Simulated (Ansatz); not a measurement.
# Run report: Al$_{8}$As$_{8}$H (charge +1), geometry relaxation (part 2 of 2)

Al$_{8}$As$_{8}$H (defect cell, 17 atoms in the cell, total charge +1); DFT PBE, scalar-relativistic, plane waves, PAW, no spin polarisation (Ansatz 0.2.0); cutoff 420 eV, 2×2×2 k-mesh, Gaussian smearing of 0.01 eV. The structure derives from a Materials Project entry. It belongs to a series of runs on one base structure; here: H interstitial, charge +1, atoms relaxed at the host's cell.

Geometry of the input (Å; fractional positions):
```
0.0000  5.7279  -5.7279
5.7279  5.7279  0.0000
5.7279  0.0000  -5.7279
Al 0.0005  -0.0002  0.4998
Al -0.0029  0.4971  0.5087
Al 0.4998  -0.0002  0.4998
Al 0.4998  0.5005  0.4998
Al -0.0029  0.0087  0.9971
Al -0.0029  0.4971  0.9971
Al 0.4998  -0.0002  1.0005
Al 0.5087  0.4971  0.9971
As 0.1269  0.1231  0.1269
As 0.1250  0.6250  0.1250
As 0.6231  0.1231  0.1269
As 0.6231  0.6269  0.1269
As 0.1269  0.1231  0.6231
As 0.1269  0.6269  0.6231
As 0.6250  0.1250  0.6250
As 0.6231  0.6269  0.6231
H  0.8750  0.3750  0.8750
```

```
SCF converged after 4 iterations
Free energy (F): -43175.894352 eV
Harris-Foulkes:  -43175.894352 eV  (|F-HF|=6.20e-8)
Internal energy: -43175.889407 eV  (E = F + TS)
E sigma→0 (E₀):  -43175.891880 eV
Entropy (-TS):   -0.004945 eV (-0.291 meV/atom)
Fermi energy:    5.629989 eV
--- Per-component energies (eV) ---
  E_band       = -2182.880062
  E_kinetic    = 1008.526831
  E_local      = -17064.004708  (includes V_loc(G=0)·N_el)
  E_nonlocal   = -5280.459930
  E_hartree    = 9097.494936
  E_xc         = -947.750343
  E_vxc        = -860.927348  (∫ρ·V_xc dr)
  E_paw        = -18424.862164  (= ΣΔE_a)
  E_vpaw       = 1819.003751  (= ΣTr[D̂ρ^β])
  E_aug_tail   = -0.000854  (compensation charges beyond the density's cutoff)
  E_ewald      = -11564.833175
  E_smearing   = -0.004945  (= −TS)
  E_closure    = 0.000000  (closes the sum)
  E_deformation_potential = 12.572704  (in the stress; not in F)
  Σ components = -43175.894352   (vs F -43175.894352, Δ=0.00e0)
--- Forces (eV/Å), atoms counted from 1 ---
  atom   1  Al    -0.01197011     0.01197011    -0.01197011
  atom   2  Al     0.00204956    -0.00204956    -0.00204956
  atom   3  Al    -0.01197011    -0.01197011     0.01197011
  atom   4  Al     0.01197011     0.01197011     0.01197011
  atom   5  Al     0.00204956     0.00204956     0.00204956
  atom   6  Al    -0.00204956    -0.00204956     0.00204956
  atom   7  Al     0.01197011    -0.01197011    -0.01197011
  atom   8  Al    -0.00204956     0.00204956    -0.00204956
  atom   9  As    -0.00000000    -0.00000000     0.00949969
  atom  10  As    -0.00000000    -0.00000000    -0.00000000
  atom  11  As    -0.00000000     0.00949969    -0.00000000
  atom  12  As    -0.00949969    -0.00000000     0.00000000
  atom  13  As     0.00949969    -0.00000000     0.00000000
  atom  14  As    -0.00000000    -0.00949969     0.00000000
  atom  15  As    -0.00000000    -0.00000000     0.00000000
  atom  16  As    -0.00000000    -0.00000000    -0.00949969
  atom  17  H     -0.00000000    -0.00000000    -0.00000000
  max |Σ_I F_I| component: 4.92e-16 eV/Å
--- Charged-cell corrections in eV (Makov–Payne, q = +1.000 e, ε = 11.564) ---
  F (periodic)     = -43175.894352  (uncorrected; the corrections below are reported, never added to it)
  E_corr1          = +0.249178  (monopole, q²α_M/2εL)
  F Makov-Payne    = -43175.645174  (F + E_corr1; no measured alignment; for a localised charge, not one spread in a band: unchecked)
  no potential alignment in this run, which stands beside a crystal: run the host's input off ansatz write-host-input, and read the two finished runs by ansatz place-levels (neither reads a slab, a wire or a sheet, whose cell leaves a vacuum)
--- Band table (eV) ---
  k-point 0: bands = ["-28.4393", "-28.4393", "-28.4393", "-28.4381", "-28.4381", "-28.4381", "-28.4350", "-28.4350", "-28.4350", "-28.4338", "-28.4338", "-28.4338", "-28.4318", "-28.4312", "-28.4312", "-28.4312", "-28.4309", "-28.4309", "-28.4231", "-28.4229", "-28.4229", "-28.4229", "-28.4225", "-28.4225", "-28.4214", "-28.4214", "-28.4214", "-28.4148", "-28.4148", "-28.4143", "-28.4143", "-28.4142", "-28.4142", "-28.4142", "-28.4135", "-28.3599", "-28.3599", "-28.3599", "-28.3506", "-28.3506", "-5.6856", "-4.3601", "-4.3601", "-4.3601", "-4.2547", "-3.8454", "-3.8454", "-3.7572", "-0.0697", "0.6387", "0.6387", "0.6387", "0.7731", "0.7731", "0.7731", "3.9261", "3.9261", "3.9261", "3.9369", "3.9369", "3.9369", "4.4015", "5.1501", "5.1501", "5.2182", "5.2182", "5.2182", "5.2792", "5.2792", "5.2792", "6.0244", "6.0244", "6.0244", "7.6573", "7.6573", "7.8028", "8.0447", "8.0447", "8.0447", "8.0604", "8.3744", "8.3744", "8.3744", "10.2891", "10.2891", "10.2891", "10.5499", "10.5499", "10.5499"]
  k-point 1: bands = ["-28.4392", "-28.4390", "-28.4390", "-28.4384", "-28.4384", "-28.4381", "-28.4350", "-28.4347", "-28.4347", "-28.4341", "-28.4341", "-28.4338", "-28.4315", "-28.4315", "-28.4311", "-28.4311", "-28.4310", "-28.4310", "-28.4230", "-28.4229", "-28.4227", "-28.4227", "-28.4226", "-28.4226", "-28.4215", "-28.4215", "-28.4215", "-28.4147", "-28.4147", "-28.4143", "-28.4143", "-28.4143", "-28.4143", "-28.4139", "-28.4138", "-28.3599", "-28.3599", "-28.3599", "-28.3506", "-28.3506", "-5.1634", "-5.1057", "-4.1478", "-4.1476", "-4.1476", "-4.1342", "-4.1342", "-3.9666", "0.4622", "1.0718", "1.0718", "1.0787", "1.2035", "1.2035", "2.3379", "2.7195", "3.2949", "3.3558", "3.3558", "3.3948", "3.4243", "3.4243", "4.4248", "4.4248", "4.4279", "4.5121", "4.5121", "4.5150", "5.5082", "5.5082", "5.6209", "5.6209", "5.6263", "8.4318", "8.5601", "8.6151", "8.6277", "8.6277", "8.7307", "8.7307", "10.0997", "10.8523", "10.8523", "10.8978", "10.8978", "11.1163", "11.1393", "11.1393", "11.1621"]
  k-point 2: bands = ["-28.4393", "-28.4387", "-28.4387", "-28.4386", "-28.4386", "-28.4381", "-28.4350", "-28.4346", "-28.4346", "-28.4343", "-28.4343", "-28.4338", "-28.4315", "-28.4312", "-28.4312", "-28.4312", "-28.4312", "-28.4309", "-28.4230", "-28.4229", "-28.4227", "-28.4227", "-28.4227", "-28.4225", "-28.4217", "-28.4217", "-28.4214", "-28.4147", "-28.4146", "-28.4145", "-28.4142", "-28.4142", "-28.4142", "-28.4141", "-28.4139", "-28.3600", "-28.3600", "-28.3599", "-28.3506", "-28.3506", "-4.9924", "-4.8998", "-4.4616", "-4.4275", "-4.4275", "-4.3060", "-3.8189", "-3.7479", "0.8515", "1.0413", "1.0413", "1.5658", "1.6240", "1.6240", "2.4578", "2.8379", "2.9969", "2.9969", "3.1533", "3.2025", "3.2863", "3.3027", "3.3027", "3.3561", "4.6839", "4.6839", "4.7688", "4.7688", "5.0848", "5.1542", "5.2171", "5.2171", "6.1042", "8.6413", "8.8735", "9.3116", "9.3116", "9.4276", "9.6087", "9.7581", "9.9943", "10.4403", "11.1077", "11.4547", "11.4922", "11.4922", "11.6628", "11.7049", "11.7049"]
--- Relaxed structure (3 steps of the walk, 3 accepted, 0 SCFs on fresh bases) ---
  F+E_penalty+E_count = -43175.89435221 eV   max|allowed force component| = 1.197e-2 eV/Å
  atoms:
    - { symbol: Al, position: [-0.002246206442513471, 0.0007487354808378421, 0.5007487354808379] }
    - { symbol: Al, position: [-0.0028604120627950813, 0.4971395879372049, 0.5085812361883855] }
    - { symbol: Al, position: [0.5007487354808379, 0.0007487354808378699, 0.5007487354808379] }
    - { symbol: Al, position: [0.5007487354808379, 0.4977537935574866, 0.5007487354808379] }
    - { symbol: Al, position: [-0.002860412062795026, 0.00858123618838541, 0.9971395879372049] }
    - { symbol: Al, position: [-0.0028604120627949148, 0.49713958793720475, 0.9971395879372049] }
    - { symbol: Al, position: [0.5007487354808379, 0.0007487354808378699, 0.9977537935574866] }
    - { symbol: Al, position: [0.5085812361883857, 0.4971395879372047, 0.9971395879372049] }
    - { symbol: As, position: [0.12708954899595873, 0.12291045100404127, 0.12708954899595873] }
    - { symbol: As, position: [0.12500000000000003, 0.625, 0.12500000000000003] }
    - { symbol: As, position: [0.6229104510040414, 0.12291045100404119, 0.1270895489959588] }
    - { symbol: As, position: [0.6229104510040413, 0.6270895489959586, 0.12708954899595887] }
    - { symbol: As, position: [0.1270895489959588, 0.12291045100404119, 0.6229104510040414] }
    - { symbol: As, position: [0.12708954899595887, 0.6270895489959586, 0.6229104510040413] }
    - { symbol: As, position: [0.625, 0.125, 0.625] }
    - { symbol: As, position: [0.6229104510040414, 0.6270895489959586, 0.6229104510040414] }
    - { symbol: H, position: [0.8750000000000001, 0.3750000000000001, 0.8750000000000001] }
```

**Trajectory as extended XYZ (Å, eV, eV/Å), 3 frames, from step=1 to step=3**
```
17
Lattice="0.0000 5.7279 -5.7279 5.7279 5.7279 0.0000 5.7279 0.0000 -5.7279" Properties=species:S:1:pos:R:3:forces:R:3 step=1 energy=-43175.88833
Al    2.8621    0.0019   -2.8658    0.1075  -0.1075   0.1075
Al    5.7612    2.8306   -2.8973   -0.0076   0.0076   0.0076
Al    2.8621    2.8621   -5.7260    0.1075   0.1075  -0.1075
Al    5.7298    5.7298   -5.7260   -0.1075  -0.1075  -0.1075
Al    5.7612    0.0333   -5.6946   -0.0076  -0.0076  -0.0076
Al    8.5585    2.8306   -5.6946    0.0076   0.0076  -0.0076
Al    5.7298    2.8621   -8.5937   -0.1075   0.1075   0.1075
Al    8.5585    5.7612   -8.6252    0.0076  -0.0076   0.0076
As    1.4320    1.4320   -1.4539    0.0000   0.0000   0.0062
As    4.2959    4.2959   -1.4320    0.0000   0.0000   0.0000
As    1.4320    4.2740   -4.2959    0.0000   0.0062   0.0000
As    4.3179    7.1599   -4.2959   -0.0062   0.0000   0.0000
As    4.2740    1.4320   -4.2959    0.0062   0.0000   0.0000
As    7.1599    4.3179   -4.2959    0.0000  -0.0062   0.0000
As    4.2959    4.2959   -7.1599    0.0000   0.0000   0.0000
As    7.1599    7.1599   -7.1379    0.0000   0.0000  -0.0062
H     7.1599    7.1599  -10.0238    0.0000   0.0000   0.0000
17
Lattice="0.0000 5.7279 -5.7279 5.7279 5.7279 0.0000 5.7279 0.0000 -5.7279" Properties=species:S:1:pos:R:3:forces:R:3 step=2 energy=-43175.89435
Al    2.8725   -0.0086   -2.8554   -0.0120   0.0120  -0.0120
Al    5.7607    2.8312   -2.8967    0.0020  -0.0020  -0.0020
Al    2.8725    2.8725   -5.7365   -0.0120  -0.0120   0.0120
Al    5.7193    5.7193   -5.7365    0.0120   0.0120   0.0120
Al    5.7607    0.0328   -5.6951    0.0020   0.0020   0.0020
Al    8.5591    2.8312   -5.6951   -0.0020  -0.0020   0.0020
Al    5.7193    2.8725   -8.5833    0.0120  -0.0120  -0.0120
Al    8.5591    5.7607   -8.6246   -0.0020   0.0020  -0.0020
As    1.4320    1.4320   -1.4559    0.0000   0.0000   0.0095
As    4.2959    4.2959   -1.4320    0.0000   0.0000   0.0000
As    1.4320    4.2720   -4.2959    0.0000   0.0095   0.0000
As    4.3199    7.1599   -4.2959   -0.0095   0.0000   0.0000
As    4.2720    1.4320   -4.2959    0.0095   0.0000   0.0000
As    7.1599    4.3199   -4.2959    0.0000  -0.0095   0.0000
As    4.2959    4.2959   -7.1599    0.0000   0.0000   0.0000
As    7.1599    7.1599   -7.1360    0.0000   0.0000  -0.0095
H     7.1599    7.1599  -10.0238    0.0000   0.0000   0.0000
17
Lattice="0.0000 5.7279 -5.7279 5.7279 5.7279 0.0000 5.7279 0.0000 -5.7279" Properties=species:S:1:pos:R:3:forces:R:3 step=3 energy=-43175.89435
Al    2.8725   -0.0086   -2.8554   -0.0120   0.0120  -0.0120
Al    5.7607    2.8312   -2.8967    0.0021  -0.0021  -0.0021
Al    2.8725    2.8725   -5.7365   -0.0120  -0.0120   0.0120
Al    5.7193    5.7193   -5.7365    0.0120   0.0120   0.0120
Al    5.7607    0.0328   -5.6951    0.0021   0.0021   0.0021
Al    8.5591    2.8312   -5.6951   -0.0021  -0.0021   0.0021
Al    5.7193    2.8725   -8.5833    0.0120  -0.0120  -0.0120
Al    8.5591    5.7607   -8.6246   -0.0021   0.0021  -0.0021
As    1.4320    1.4320   -1.4559    0.0000   0.0000   0.0095
As    4.2959    4.2959   -1.4320    0.0000   0.0000   0.0000
As    1.4320    4.2720   -4.2959    0.0000   0.0095   0.0000
As    4.3199    7.1599   -4.2959   -0.0095   0.0000   0.0000
As    4.2720    1.4320   -4.2959    0.0095   0.0000   0.0000
As    7.1599    4.3199   -4.2959    0.0000  -0.0095   0.0000
As    4.2959    4.2959   -7.1599    0.0000   0.0000   0.0000
As    7.1599    7.1599   -7.1360    0.0000   0.0000  -0.0095
H     7.1599    7.1599  -10.0238    0.0000   0.0000   0.0000
```

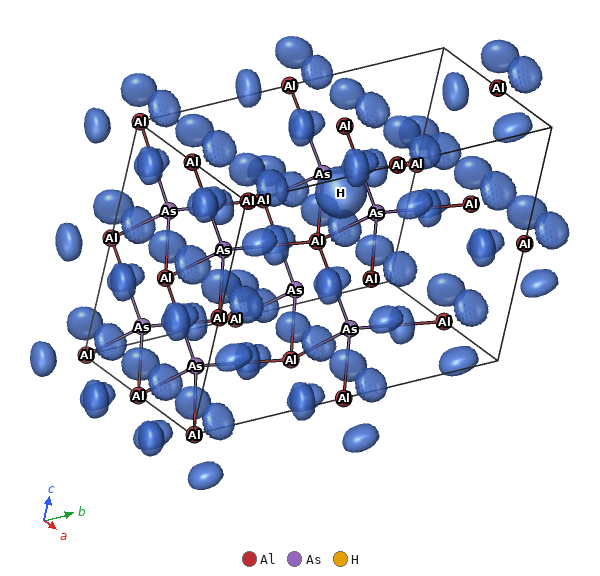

Figure 1. Isosurface of the electron localisation function at 0.85 (blue), seen slightly off an axis. Core shells and regions of very low density are left out. Sticks mark near contacts. The outline is the calculation cell. Al–As (2.47 Å): the ELF peaks at about 0.95 between the atoms, which marks a covalent bond. The fields are those of the smooth PAW valence density.

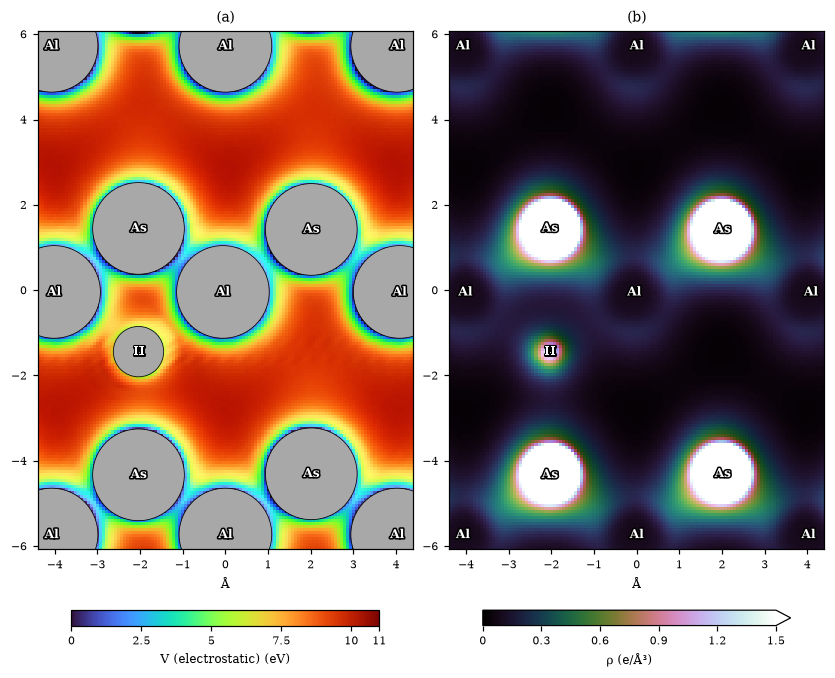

Figure 2. (a) electrostatic potential (local pseudopotential plus Hartree) felt by an electron; (b) valence electron density on the (101̄) plane of the calculation cell. Grey discs, where drawn, cover atomic cores. The plane passes through Al, As and H nuclei. Al–H (2.42 Å): ρ is about 0.13 e/Å³ halfway. Al–As (2.47 Å): ρ at the midpoint is about 0.47 e/Å³. Al–As (2.54 Å): ρ at the midpoint is about 0.42 e/Å³. Away from the nuclei the density in this plane falls to 0.01 e/Å³ at its lowest. Outside the cores the potential energy rises away from the atoms and is highest about 2.4 Å from the nearest atoms; outside the discs it spans about 11 eV, and its zero is arbitrary.
